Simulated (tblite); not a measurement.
**GaN: single-point calculation**

System: GaN (4 atoms in the cell).
Method: with the settings of its input (tblite 0.8.0).

The structure derives from an entry of the Crystallography Open Database. Some settings of this run were made unusual or wrong on purpose. The geometry comes from this level: r2SCAN.

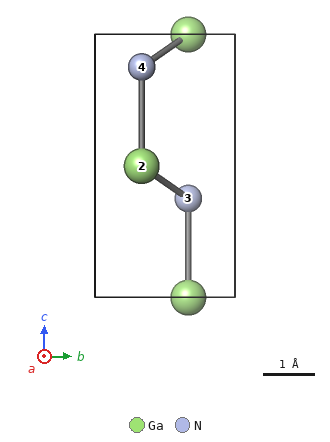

*The structure as given in the input (ball-and-stick view of the cell of the calculation, along the a axis; atoms are numbered from 1 in the order of the input).*

Near neighbours in the crystal (not all of them lie inside the picture): Ga has 4 N at 1.95 Å; N has 4 Ga at 1.95 Å.

The input:
```python
import json
from ase import Atoms
from ase.build import make_supercell
from ase.units import Bohr, GPa, Hartree
from tblite.interface import Calculator

atoms = Atoms(['Ga', 'Ga', 'N', 'N'],
              cell=[[3.18315, -0.0, -0.0], [-1.591575, 2.756688, 0.0], [-0.0, 0.0, 5.183626]],
              scaled_positions=[[0.333333, 0.666667, -0.000887], [0.666667, 0.333333, 0.499113], [0.333333, 0.666667, 0.375887], [0.666667, 0.333333, 0.875887]],
              pbc=True)
cluster = make_supercell(atoms, [[3, 0, 0], [0, 3, 0], [0, 0, 2]])
calc = Calculator('GFN1-xTB', cluster.numbers, cluster.positions / Bohr, lattice=cluster.cell[:] / Bohr, charge=2.0, periodic=cluster.pbc)
calc.set('temperature', 0.02 / Hartree)
calc.set('max-iter', 150)
res = calc.singlepoint()
levels = res.get('orbital-energies') * Hartree
nv = round(res.get('orbital-occupations').sum() / 2)
cells = len(cluster) // len(atoms)
out = {'energy_per_cell': res.get('energy') * Hartree / cells, 'homo': levels[nv - 1], 'lumo': levels[nv],
       'stress': (-res.get('virial') * Hartree / cluster.get_volume() / GPa).tolist(), 'charges': res.get('charges')[:len(atoms)].tolist(), 'electrons': 2 * nv / cells}
json.dump(out, open('results.json', 'w'))
for key, value in out.items():
    print(key, value)
```

Hardware: 1 thread of Arm Neoverse V2, 24 GiB of memory available, shared host.

Run as:
```bash
python run.py
```

Output:
```
------------------------------------------------------------
  cycle        total energy    energy error   density error
------------------------------------------------------------
      1     -146.8375988984  -1.4693842E+02   8.4583677E-01
      2     -110.9569383608   3.5880661E+01   9.4719783E-01
      3     -152.7381405448  -4.1781202E+01   4.8630333E-01
      4     -161.3702886055  -8.6321481E+00   3.2929924E-02
      5     -161.3343170751   3.5971530E-02   3.3378172E-02
      6     -161.3516285105  -1.7311435E-02   1.3963548E-02
      7     -161.3698907015  -1.8262191E-02   3.4408576E-03
      8     -161.3703896258  -4.9892432E-04   2.1276121E-03
      9     -161.3706033270  -2.1370124E-04   9.0598231E-04
     10     -161.3705863500   1.6977050E-05   9.0512768E-04
     11     -161.3706387011  -5.2351123E-05   4.9488231E-04
     12     -161.3706594904  -2.0789321E-05   4.2463656E-05
     13     -161.3706595113  -2.0847352E-08   2.0224591E-05
     14     -161.3706595154  -4.1355861E-09   6.8899626E-06
------------------------------------------------------------

 total:                                   5.510 sec
energy_per_cell -243.95107272671106
homo -12.256617510380577
lumo -12.256614923101315
stress [[13.593472424664597, 0.0009430934736885438, 5.692246247133376e-06], [0.0009430934736892996, 13.594618730698068, -3.286419247600311e-06], [5.692246246940105e-06, -3.2864192475724706e-06, 17.37856527277819]]
charges [0.396751854560381, 0.3967564034477219, -0.3411904603910012, -0.3411947426561619]
electrons 15.88888888888889
```

Outcome:

```json
{"quantity": "outcome", "value": "converged"}
{"quantity": "space group (tolerance 0.01 Å)", "value": "P6₃mc (186)"}
{"quantity": "electrons treated", "value": "15.889"}
{"quantity": "total energy", "value": "−243.9511 eV"}
{"quantity": "band gap", "value": "none (metallic)"}
{"quantity": "pressure", "value": "14.86 GPa"}
{"quantity": "wall time", "value": "6.1 s"}
{"quantity": "peak memory", "value": "0.12 GiB"}
```

Diagnosis:

Some settings of this run were drawn to be unusual or wrong. It converged; results that depend on the unusual settings are not reference values.
